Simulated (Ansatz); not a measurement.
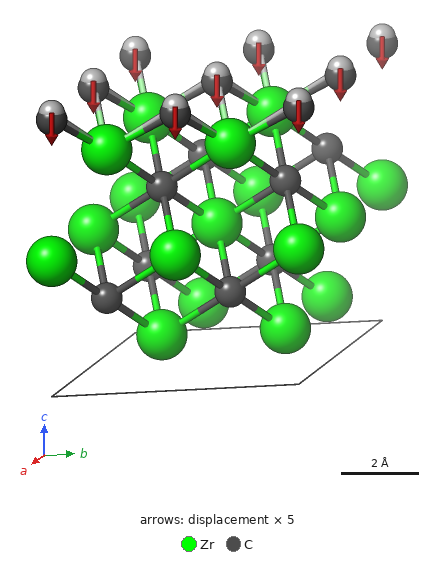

This is a constrained relaxation of a slab of composition ZrC (cut from the Fm-3m phase). The starting structure is drawn faded, the final one solid; red arrows show the displacements, 5 times their true length.

A ball-and-stick model of the cell of the calculation, outlined in the plane, without the vacuum (origin shifted), seen slightly off an axis.

Case: clean slab, lower planes held. The slab is the (1 1 1) face of ZrC. 12 atoms are held fixed.

Level of theory: DFT PBE+D3(BJ), scalar-relativistic, plane waves, PAW in Ansatz.

The input:
```yaml
crystal:
  lattice:
    - [6.6085416879, 0.0, 0.0]
    - [-3.3042708439, 5.7231649837, 0.0]
    - [0.0, 0.0, 22.7448146163]
  atoms:
    - { symbol: Zr, position: [0.1666666667, 0.3333333333, 0.3517285208] }
    - { symbol: Zr, position: [0.1666666667, 0.8333333333, 0.3517285208] }
    - { symbol: Zr, position: [0.6666666667, 0.3333333333, 0.3517285208] }
    - { symbol: Zr, position: [0.6666666667, 0.8333333333, 0.3517285208] }
    - { symbol: C, position: [0.3333333333, 0.1666666667, 0.4110371125] }
    - { symbol: C, position: [0.3333333333, 0.6666666667, 0.4110371125] }
    - { symbol: C, position: [0.8333333333, 0.1666666667, 0.4110371125] }
    - { symbol: C, position: [0.8333333333, 0.6666666667, 0.4110371125] }
    - { symbol: Zr, position: [0.5, 0.5, 0.4703457042] }
    - { symbol: Zr, position: [0.5, 0.0, 0.4703457042] }
    - { symbol: Zr, position: [0.0, 0.5, 0.4703457042] }
    - { symbol: Zr, position: [0.0, 0.0, 0.4703457042] }
    - { symbol: C, position: [0.6666666667, 0.3333333333, 0.5296542958] }
    - { symbol: C, position: [0.6666666667, 0.8333333333, 0.5296542958] }
    - { symbol: C, position: [0.1666666667, 0.3333333333, 0.5296542958] }
    - { symbol: C, position: [0.1666666667, 0.8333333333, 0.5296542958] }
    - { symbol: Zr, position: [0.8333333333, 0.6666666667, 0.5889628875] }
    - { symbol: Zr, position: [0.8333333333, 0.1666666667, 0.5889628875] }
    - { symbol: Zr, position: [0.3333333333, 0.6666666667, 0.5889628875] }
    - { symbol: Zr, position: [0.3333333333, 0.1666666667, 0.5889628875] }
    - { symbol: C, position: [0.0, 0.5, 0.6482714792] }
    - { symbol: C, position: [0.0, 0.0, 0.6482714792] }
    - { symbol: C, position: [0.5, 0.5, 0.6482714792] }
    - { symbol: C, position: [0.5, 0.0, 0.6482714792] }
basis:
  ecutwfc: 420
kpoints:
  mp_grid: { grid: [3, 3, 1] }
hamiltonian:
  xc: pbe
  dispersion: d3bj
scf:
  occupations: { method: gaussian, width: 0.1 }
output:
  forces: true
  eigenvalues: true
  write_density: true
  write_potential: true
  elf: true
  volumetric_format: npy
relax:
  adjacent_minimum: "off"
  f_tol: 0.03
  max_steps: 70
  constraints: [{ sites: [0, 1, 2, 3, 4, 5, 6, 7, 8, 9, 10, 11] }]
efield:
  axis: 3
  dipole_correction: true
  ramp_width: 0.04
```

Command:
```bash
ansatz run input.yaml --threads 4 --pin off --max-ram 10240MiB --backend cpu --events-out ev --progress --plain --runs-dir out
```

Which element moves most?

Answer. Carbon: up to 0.18 Å, against 0.01 Å for zirconium.

Describe the change and its energy.

Answer. Over 4 geometry steps the energy falls by 0.451 eV per cell of the calculation. The largest force component goes from 1.2 to 0.0065 eV/Å. The largest moves, 0.18 Å, are those of C21, C22, C23 and C24. C21 goes along the normal (−c). Largest moves by element: C 0.18 Å, Zr 0.01 Å. The cell doesn't change. Some distances before and after: Zr17–C21 2.336 → 2.234 Å, C13–Zr17 2.336 → 2.344 Å, Zr10–Zr18 3.304 → 3.309 Å. Bond angles that change, for instance: C22–Zr20–C23 90.0° → 95.4°, Zr17–C21–Zr18 90.0° → 95.4°, C13–Zr20–C22 180.0° → 175.9°.
